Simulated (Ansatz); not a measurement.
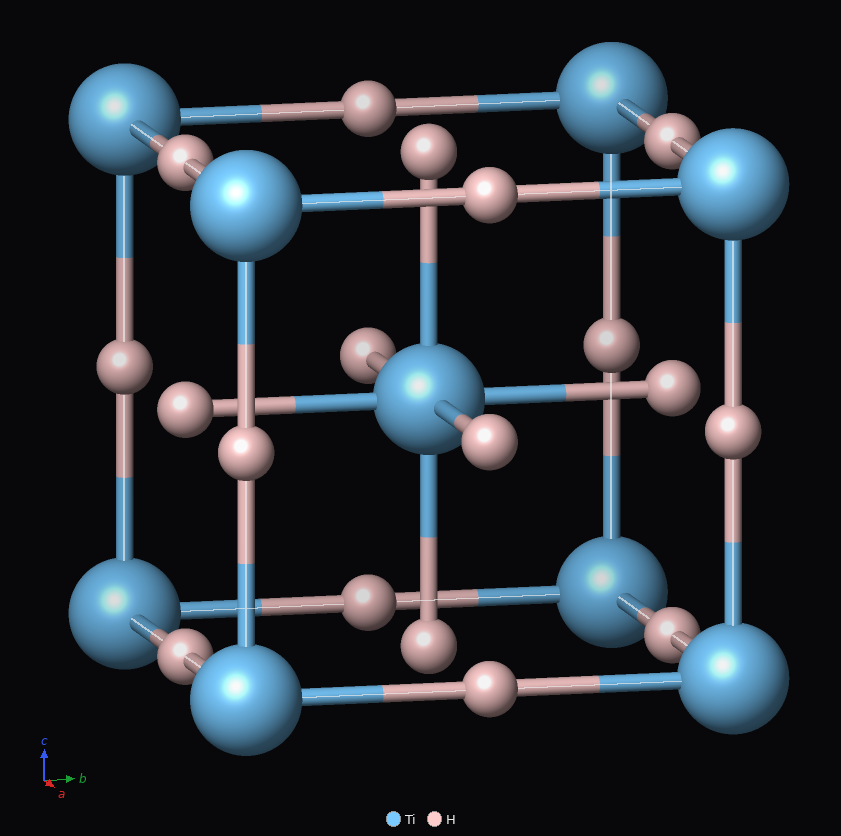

Structure drawing (ball-and-stick), viewed slightly off an axis. Thin lines show the conventional unit cell, with boundary atoms drawn in all their periodic places. Cell: a = 3.72 Å, b = 3.72 Å, c = 3.72 Å, α = 90.00°, β = 90.00°, γ = 90.00°.

The initial geometry was a random cell made by a generator, so it need not be a real form of the compound. Earlier steps of the study may have refined or changed the cell and positions. It went into a calculation with Ansatz.

Q: What can be read from this drawing?

A: Chemical formula TiH3. The atoms follow space group Im-3m (No. 229); the Bravais lattice is body-centred cubic. The cell has 8 atoms, namely 2 Ti, 6 H. The coordination shell of Ti holds six H in an octahedral arrangement at about 1.9 Å. H sits among two Ti in a linear arrangement at about 1.9 Å. Not all metal-metal contacts are counted. The bonds build a three-dimensional framework.

Computed with DFT PBE, scalar-relativistic, plane waves, PAW in Ansatz. Settings: a basis cut at 420 eV, k-points about 0.13 Å⁻¹ apart, Gaussian smearing of 0.1 eV, no spin polarisation.

Q: What is the electronic character?

A: A metal: bands cross the Fermi level.

Q: Predict the Bader charges.

A: Ti +1.36 e; H -0.45 e.

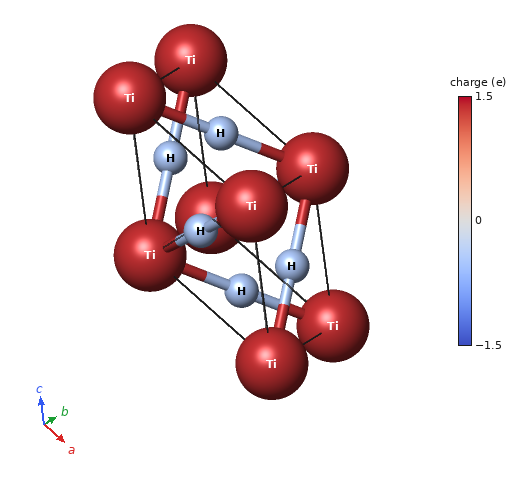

The atoms coloured by those charges. The run's cell of 4 atoms is drawn, so axes and origin can differ from the first picture.

Q: Does this geometry sit at a stationary point of the energy?

A: Yes. All forces vanish to within 0.01 eV/Å. The pressure is 0.0 GPa, close to zero.
